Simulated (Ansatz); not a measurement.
Consider LiNbO3.

The calculation's input:

```
crystal:
  lattice:
    - [2.4872386686, 1.4360079149, 4.3619965028]
    - [-2.4872386686, 1.4360079149, 4.3619965028]
    - [0.0, -2.8720158297, 4.3619965028]
  atoms:
    - { symbol: Li, position: [0.25, 0.25, 0.25] }
    - { symbol: Li, position: [0.75, 0.75, 0.75] }
    - { symbol: Nb, position: [0.0, 0.0, 0.0] }
    - { symbol: Nb, position: [0.5, 0.5, 0.5] }
    - { symbol: O, position: [0.1140523394, 0.3859476606, 0.75] }
    - { symbol: O, position: [0.75, 0.1140523394, 0.3859476606] }
    - { symbol: O, position: [0.3859476606, 0.75, 0.1140523394] }
    - { symbol: O, position: [0.25, 0.8859476606, 0.6140523394] }
    - { symbol: O, position: [0.8859476606, 0.6140523394, 0.25] }
    - { symbol: O, position: [0.6140523394, 0.25, 0.8859476606] }
basis:
  ecutwfc: 500
kpoints:
  mp_grid: { grid: [6, 6, 6] }
hamiltonian:
  xc: r2scan
scf:
  occupations: { method: gaussian, width: 0.02 }
output:
  forces: true
  stress: true
  eigenvalues: true
  write_density: true
  write_potential: true
  elf: true
  volumetric_format: npy
relax:
  adjacent_minimum: "off"
  f_tol: 0.01
  max_steps: 30
  cell: { stress_tol: 0.1, fix: [volume] }
```

Run with:

```sh
ansatz run input.yaml --threads 2 --pin off --max-ram 5120MiB --backend cpu --events-out ev --progress --plain --runs-dir out
```

Below, planes, directions and counts refer to the conventional cell (a = 4.98 Å, b = 4.98 Å, c = 13.04 Å, α = 90.00°, β = 90.00°, γ = 120.00°).

The fields are those of the run's last geometry, not of the input's.

Space group R-3c; changed on purpose from its base cell (volume × 0.88, shape and atoms relaxed); computed pressure about 27 GPa in this cell.

These are results of Ansatz 0.2.0, DFT r2SCAN, scalar-relativistic, plane waves, PAW, not measurements.

**Predict the valence pseudo-density and electron localisation function between the atoms.**

Li–O (1.79 Å): the density is about 0.53 e/Å³ at the midpoint; the ELF peaks at about 0.85 in the valence shell of O, 0.6 Å from its nucleus, and falls to about 0.05 next to Li; a closed-shell, largely ionic contact.
Nb–O (1.93 Å): ρ is about 1 e/Å³ halfway; the ELF peaks at about 0.80 in the valence shell of O, 0.6 Å from its nucleus, and drops to about 0.25 between the two atoms (no localised pair shows between them).

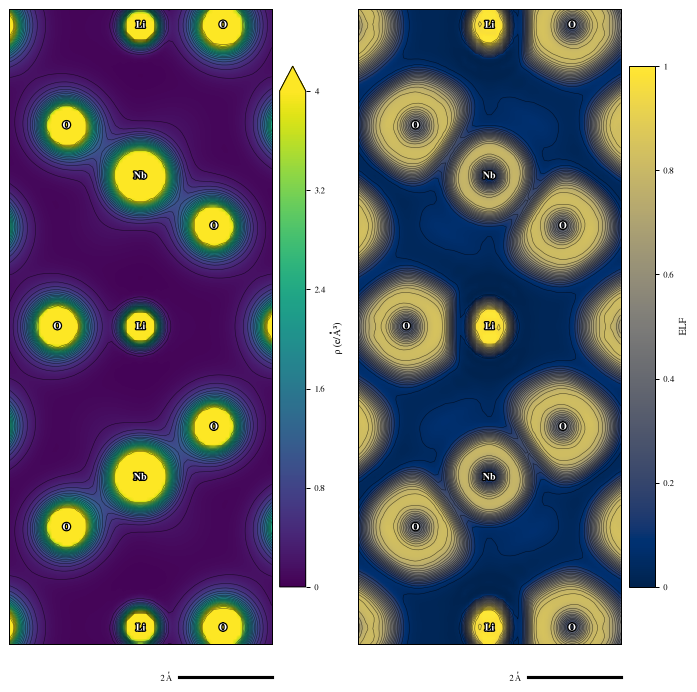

Computed valence pseudo-density and electron localisation function on the (100) plane of the conventional cell, in this order. 

Core electrons are frozen (PAW), and the valence fields are smoothed inside the atomic spheres.
